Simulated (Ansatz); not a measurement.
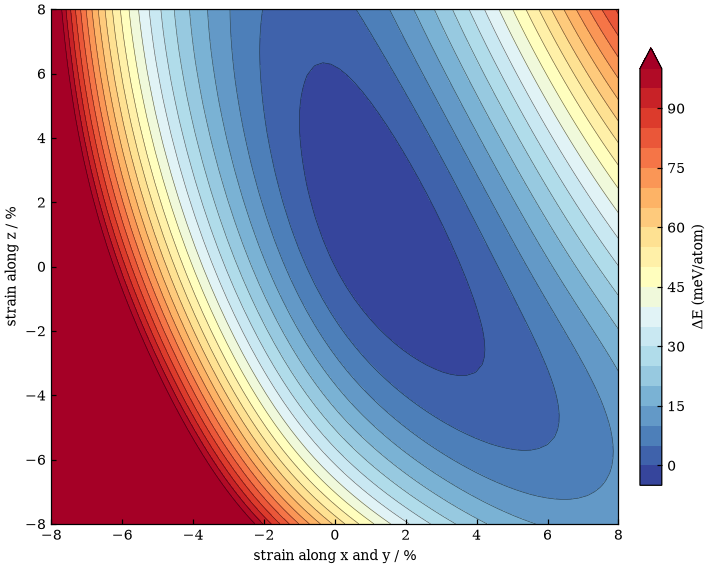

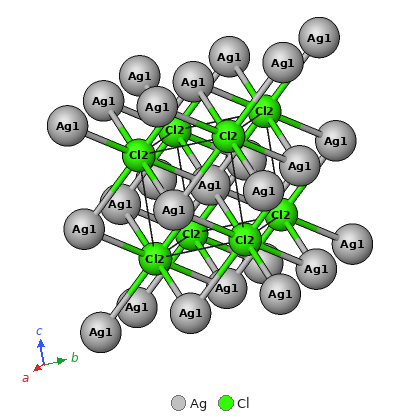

Energy landscape of AgCl (Fm-3m, No. 225; 2 atoms in the cell). The cell is strained homogeneously, by one strain along x and y and another along z, with fractional coordinates fixed (x, y and z along the cube axes). The first coordinate is: strain along x and y; the second: strain along z. The grid has 5 × 5 points. Points are written as (first, second). Energies: meV/atom, counted from the unstrained cell. The reference cell is the one listed in the database, not relaxed at this level. Computed with DFT PBE, scalar-relativistic, plane waves, PAW (Ansatz 0.2.0). Settings: cutoff 420 eV, k-mesh 8×8×8, gaussian smearing 0.05 eV, no spin polarisation.

In the figure: filled contours, one colour for all values above the top of the scale. Between grid points the surface is interpolated. The second picture is the reference structure.

Summarise what can be read from the map.

The lowest grid point is at (0 %, 4 %), −2.6 meV/atom from the unstrained cell. No other kind of well shows on this grid. The highest grid point, (−8 %, −8 %), lies 321 meV/atom above the lowest. The gap on the k-mesh is 0.8 eV at the lowest point and runs from 0.5 to 1.1 eV over the map.
